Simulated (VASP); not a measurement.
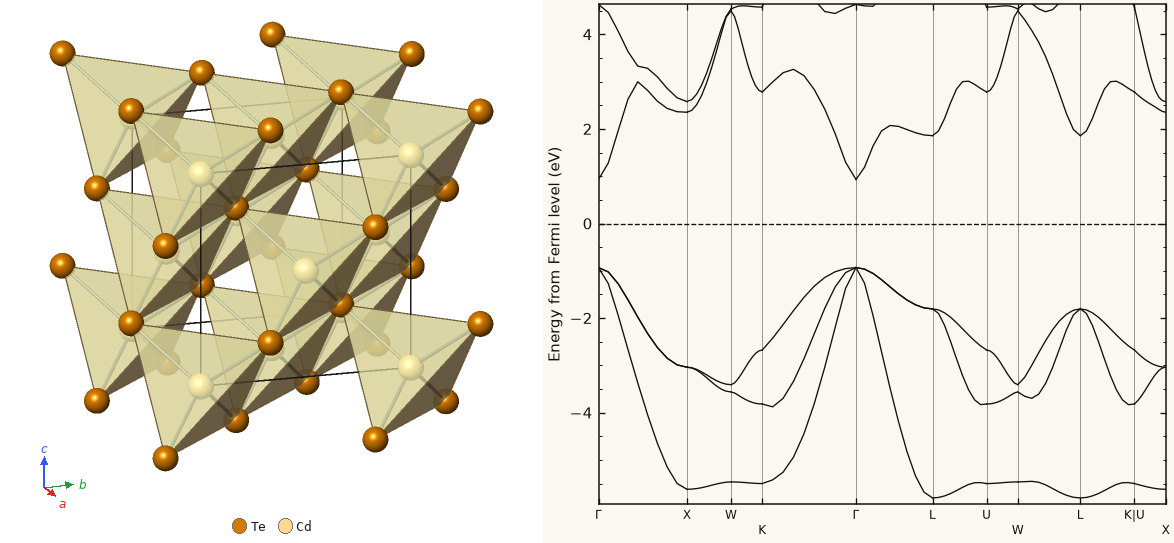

Band structure, beside the structure. Energies are counted from the Fermi level, put mid-gap where there is a gap.

Input of the run:

POSCAR:
```
CdTe
1.0
    0.0000000000      3.2050000000      3.2050000000
    3.2050000000      0.0000000000      3.2050000000
    3.2050000000      3.2050000000      0.0000000000
Te Cd
1 1
Direct
    0.7500000000      0.7500000000      0.7500000000
    0.0000000000      0.0000000000      0.0000000000
```

INCAR.step1:
```
PREC = Accurate
ENCUT = 520
EDIFF = 1E-8
ISMEAR = 0
SIGMA = 0.02
LREAL = F
LASPH = T
NELM = 80
ALGO = Normal
ISIF = 2
LWAVE = F
LCHARG = F
GGA = PE
LEPSILON = T
KPAR = 4
```

KPOINTS.step1:
```
Automatic mesh
0
G
  8 8 8
  0 0 0
```

INCAR.step2:
```
PREC = Accurate
ENCUT = 520
EDIFF = 1E-5
ISMEAR = 0
SIGMA = 0.02
LREAL = F
LASPH = T
NELM = 80
ALGO = Normal
ISIF = 2
LWAVE = T
LCHARG = F
GGA = PE
KPAR = 4
```

KPOINTS.step2:
```
Automatic mesh
0
Gamma
  6 6 6
```

INCAR.step3:
```
PREC = Accurate
ENCUT = 520
EDIFF = 1E-7
ISMEAR = 0
SIGMA = 0.02
LREAL = F
LASPH = T
NELM = 80
ALGO = Normal
ISIF = 2
LWAVE = F
LCHARG = F
METAGGA = R2SCAN
LHFCALC = T
AEXX = 0.1019
LMIXTAU = T
PRECFOCK = Fast
ISTART = 1
HFRCUT = -1
KPAR = 4
```

KPOINTS.step3:
```
Automatic mesh
0
Gamma
  6 6 6
```

KPOINTS_OPT:
```
path GXWKGLUWLK,UX
10
line-mode
reciprocal
 0.0000000000  0.0000000000  0.0000000000  G
 0.5000000000  0.0000000000  0.5000000000  X

 0.5000000000  0.0000000000  0.5000000000  X
 0.5000000000  0.2500000000  0.7500000000  W

 0.5000000000  0.2500000000  0.7500000000  W
 0.3750000000  0.3750000000  0.7500000000  K

 0.3750000000  0.3750000000  0.7500000000  K
 0.0000000000  0.0000000000  0.0000000000  G

 0.0000000000  0.0000000000  0.0000000000  G
 0.5000000000  0.5000000000  0.5000000000  L

 0.5000000000  0.5000000000  0.5000000000  L
 0.6250000000  0.2500000000  0.6250000000  U

 0.6250000000  0.2500000000  0.6250000000  U
 0.5000000000  0.2500000000  0.7500000000  W

 0.5000000000  0.2500000000  0.7500000000  W
 0.5000000000  0.5000000000  0.5000000000  L

 0.5000000000  0.5000000000  0.5000000000  L
 0.3750000000  0.3750000000  0.7500000000  K

 0.6250000000  0.2500000000  0.6250000000  U
 0.5000000000  0.0000000000  0.5000000000  X
```

System: zincblende CdTe, space group F-43m, 2 atoms in the primitive cell.

Level of theory: r2SCAN-EpsX, a hybrid whose share of exact exchange is set to 1/ε∞, VASP PAW PBE potentials, release 64 (Te, Cd), no spin polarisation, no spin-orbit coupling, 6×6×6 k mesh, 520 eV cutoff, Gaussian smearing of 0.02 eV; code VASP 6.6.1.

Question: Metal, semiconductor or insulator, and what is the gap?

Answer: A semiconductor. The gap along this path is 1.86 eV and direct: both edges lie at Γ.

Question: What are the direct gaps at K, Γ and U?

Answer: The direct gaps are 5.46 eV at K, 1.86 eV at Γ and 5.46 eV at U.

Question: How many bands meet at the valence-band top?

Answer: Three bands meet at the valence-band top at Γ: it is triply degenerate (spin aside).

The PAW data sets were made with another functional. Spin-orbit coupling is left out, which matters for Te. The cell is at 3 GPa in this functional.
